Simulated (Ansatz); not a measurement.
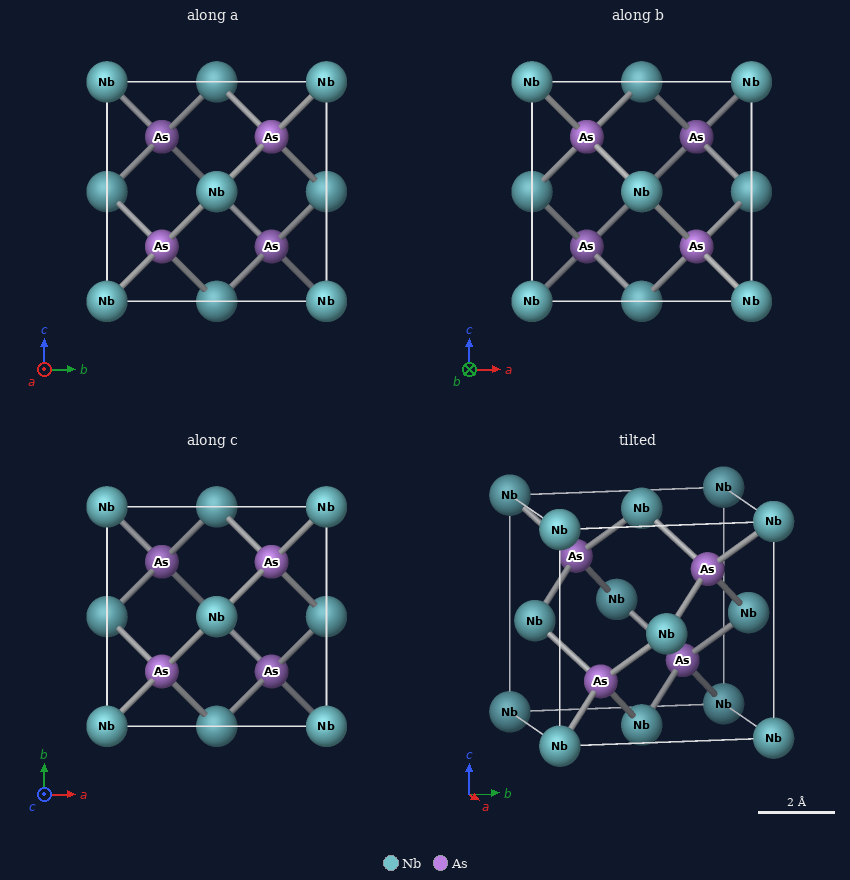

Drawn in the ball-and-stick manner and seen along the a axis, along the b axis, along the c axis and slightly off an axis. The frame is the conventional unit cell; atoms at its boundary are shown with their periodic copies.

Lattice parameters: a = 5.8136 Å, b = 5.8136 Å, c = 5.8136 Å, α = 90.000°, β = 90.000°, γ = 90.000°.

Set out the cell and atoms as a CIF with its space group and independent sites.

```cif
data_structure
_symmetry_space_group_name_H-M 'F -4 3 m'
_symmetry_Int_Tables_number 216
_cell_length_a 5.8136
_cell_length_b 5.8136
_cell_length_c 5.8136
_cell_angle_alpha 90.000
_cell_angle_beta 90.000
_cell_angle_gamma 90.000
_cell_volume 196.48
loop_
_atom_site_label
_atom_site_type_symbol
_atom_site_symmetry_multiplicity
_atom_site_Wyckoff_symbol
_atom_site_fract_x
_atom_site_fract_y
_atom_site_fract_z
_atom_site_occupancy
Nb1 Nb 4 a 0.0000 0.0000 0.0000 1
As1 As 4 d 0.2500 0.2500 0.7500 1
```

It goes back to a structure type filled with these elements by a generator (whether the compound takes this form wasn't checked). Earlier steps of the study may have refined or changed the cell and positions. An electronic-structure calculation with Ansatz was run on it.
